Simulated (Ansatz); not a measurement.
# Calculations on SnSe

### A change

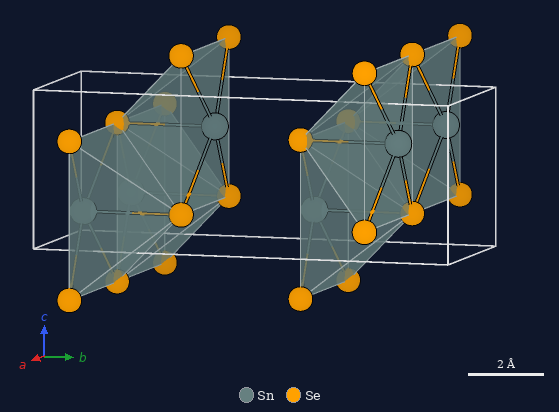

This is a symmetric starting cell of SnSe. Style: polyhedral. Shown: the conventional cell (2 times the calculation's cell), slightly off an axis. Lengths and directions refer to the drawn axes.

Level of theory: DFT PBEsol, scalar-relativistic, plane waves, PAW in Ansatz. Set-up: plane-wave cutoff 420 eV; k-point mesh 8 × 8 × 6; occupations gaussian; smearing width 0.05 eV; no spin polarisation.

Change: The cell is strained by +7.2 % along b, −0.2 % along c, −3.5 % along a (volume +3.2 %) and atoms are displaced by up to 0.09 Å (root mean square over those that move 0.06 Å) relative to the cell: Se3 0.09 Å along +b, Sn2 0.02 Å along +b. No relaxation follows. The starting cell wasn't computed here and needn't be at equilibrium, so pressure and forces aren't due to the change alone.

Input
```yaml
crystal:
  lattice:
    - [2.0802646, -6.271480475, 0.0]
    - [2.0802646, 6.271480475, 0.0]
    - [0.0, 0.0, 4.30880266]
  atoms:
    - { symbol: Sn, position: [0.8814373237, 0.1185626763, 0.25] }
    - { symbol: Sn, position: [0.1185626763, 0.8814373237, 0.75] }
    - { symbol: Se, position: [0.6368946393, 0.3631053607, 0.25] }
    - { symbol: Se, position: [0.3631053607, 0.6368946393, 0.75] }
basis:
  ecutwfc: 420
kpoints:
  mp_grid: { grid: [8, 8, 6] }
hamiltonian:
  xc: pbesol
scf:
  occupations: { method: gaussian, width: 0.05 }
output:
  forces: true
  stress: true
  eigenvalues: true
```

What does the calculation give for the changed structure?

Answer. Some distances before and after: Se–Sn 2.762 → 3.067 Å, Se–Sn 3.063 → 3.004 Å. The space group stays Cmcm (No. 63). The pressure is −4.5 GPa (not all of it need come from the change, since the unchanged cell can be under pressure at this level too). The principal stresses (compression positive) are −2.5 GPa along a, −3.5 GPa along c, −7.5 GPa along b. The largest forces, 0.59 eV/Å, act on Sn1 and Sn2; on Sn1 it points along +b. The forces mostly point back along the displacements (cosine −0.79).

The changed structure in the same view:

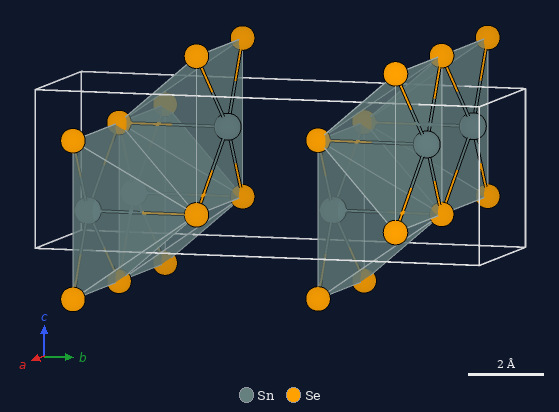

### A change

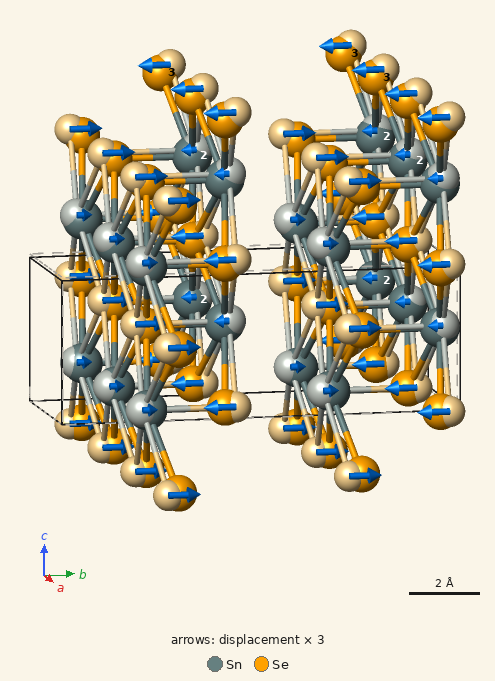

A symmetric starting cell of SnSe, drawn pale, and a changed version of it, drawn solid. The blue arrows show how the atoms are displaced (without the part that the change of the cell carries along), magnified 3 times. Besides, the cell is strained by +1.0 % along b, −1.7 % along a, −2.4 % along c (volume −3.1 %). A ball-and-stick model of the conventional cell (2 times the calculation's cell), repeated 2 × 1 × 2 with one cell outlined, seen slightly off an axis. Lengths and directions refer to the drawn axes.

All numbers below come from Ansatz, DFT LDA, scalar-relativistic, plane waves, PAW. (plane-wave cutoff 420 eV; k-point mesh 8 × 8 × 6; occupations gaussian; smearing width 0.05 eV; no spin polarisation)

How are the atoms displaced, and what does the calculation give?

Answer. Atoms are displaced by up to 0.32 Å (root mean square over those that move 0.25 Å) relative to the cell. No relaxation follows. The starting cell wasn't computed here and needn't be at equilibrium, so pressure and forces aren't due to the change alone. The pressure is 8.7 GPa (not all of it need come from the change, since the unchanged cell can be under pressure at this level too). The principal stresses (compression positive) are 28.2 GPa along b, −0.8 GPa along c, −1.1 GPa along a. The largest forces, 4.6 eV/Å, act on 2 Se atoms of the calculation's cell. The forces mostly point back along the displacements (cosine −0.96). Among the bonded contacts that change: Se–Sn 2.762 → 2.314 Å, Se–Sn 3.063 → 3.022 Å. The space group stays Cmcm (No. 63).

### Distortion

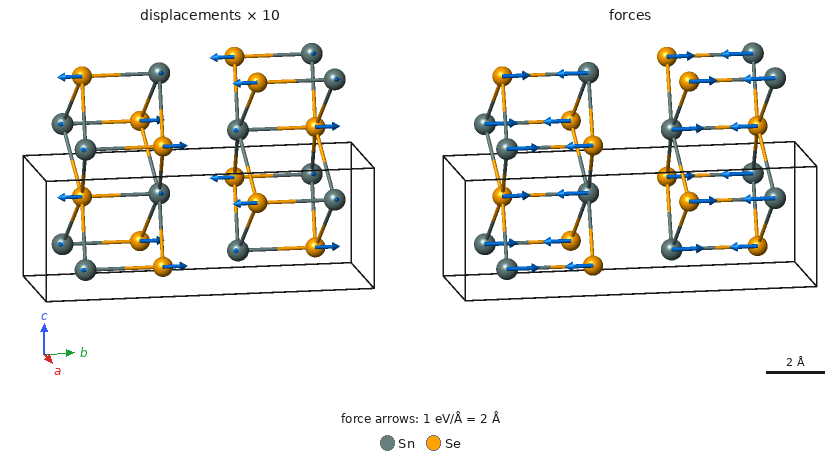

Left: a symmetric starting cell of SnSe, with blue arrows for the displacements applied to it (without the part that the change of the cell carries along). Right: the displaced structure with the computed forces. Besides, the cell is strained by +7.2 % along b, −0.2 % along c, −3.5 % along a (volume +3.2 %). Style: ball-and-stick. Shown: the conventional cell (2 times the calculation's cell), repeated 1 × 1 × 2 with one cell outlined, slightly off an axis. Lengths and directions refer to the drawn axes.

The calculation used DFT PBEsol, scalar-relativistic, plane waves, PAW (Ansatz). Set-up: plane-wave cutoff 420 eV; k-point mesh 8 × 8 × 6; occupations gaussian; smearing width 0.05 eV; no spin polarisation.

How do the forces relate to the distortion?

Answer. Atoms are displaced by up to 0.09 Å (root mean square over those that move 0.06 Å) relative to the cell. No relaxation follows. The starting cell wasn't computed here and needn't be at equilibrium, so pressure and forces aren't due to the change alone. The pressure is −4.5 GPa (not all of it need come from the change, since the unchanged cell can be under pressure at this level too). The principal stresses (compression positive) are −2.5 GPa along a, −3.5 GPa along c, −7.5 GPa along b. The largest forces, 0.59 eV/Å, act on 2 Sn atoms of the calculation's cell. The forces mostly point back along the displacements (cosine −0.79). Near-neighbour distances before and after: Se–Sn 2.762 → 3.067 Å, Se–Sn 3.063 → 3.004 Å. The space group stays Cmcm (No. 63).

### Distortion

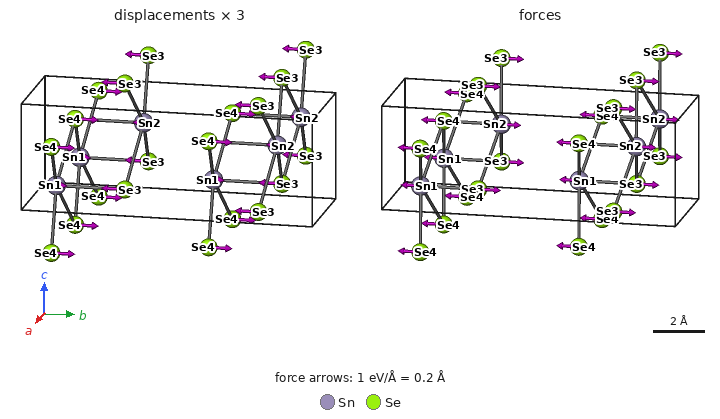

Left: a symmetric starting cell of SnSe, with purple arrows for the displacements applied to it (without the part that the change of the cell carries along). Right: the displaced structure with the computed forces. Besides, the cell is strained by +1.0 % along b, −1.7 % along a, −2.4 % along c (volume −3.1 %). A ball-and-stick model of the conventional cell (2 times the calculation's cell), seen slightly off an axis. Lengths and directions refer to the drawn axes.

The calculation used DFT LDA, scalar-relativistic, plane waves, PAW in Ansatz 0.2.0. Set-up: plane-wave cutoff 420 eV; k-point mesh 8 × 8 × 6; occupations gaussian; smearing width 0.05 eV; no spin polarisation.

Describe the distortion and the response.

Atoms are displaced by up to 0.32 Å (root mean square over those that move 0.25 Å) relative to the cell: Se3 0.32 Å along −b, Sn2 0.15 Å along −b. No relaxation follows. The starting cell wasn't computed here and needn't be at equilibrium, so pressure and forces aren't due to the change alone. Among the bonded contacts that change: Se–Sn 2.762 → 2.314 Å, Se–Sn 3.063 → 3.022 Å. The space group stays Cmcm (No. 63). The pressure is 8.7 GPa (not all of it need come from the change, since the unchanged cell can be under pressure at this level too). The principal stresses (compression positive) are 28.2 GPa along b, −0.8 GPa along c, −1.1 GPa along a. The largest forces, 4.6 eV/Å, act on Se3 and Se4; on Se4 it points along −b. The forces mostly point back along the displacements (cosine −0.96).
